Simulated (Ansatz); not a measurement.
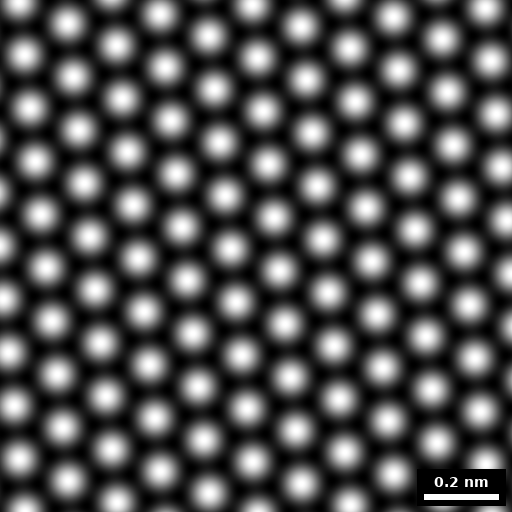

Z-contrast image of a crystal. Simulated incoherent Z contrast: every atom adds Z^1.7 spread by a probe of 0.98 Å full width; channelling and multiple scattering are left out. The probe carries 15 % of its weight in a tail 2.5 times as wide.

**Measure the repeat of the pattern.**

The pattern repeats on a hexagonal net with a repeat of 1.5 Å.

**What is the plane group of the image?**

p6mm: sixfold points with mirror lines through them.

**How many columns does the smallest repeating cell hold, and how many levels of brightness?**

1 column in the primitive cell of 1.9 Å², all of one brightness.

The crystal is C (Fd-3m, No. 227) seen along [111]. Model: coordinates from a relaxation with DFT, revPBE, plane waves (420 eV) with PAW, scalar-relativistic (Ansatz 0.2.0); the starting structure was generated, so it need not be a known form of this composition.
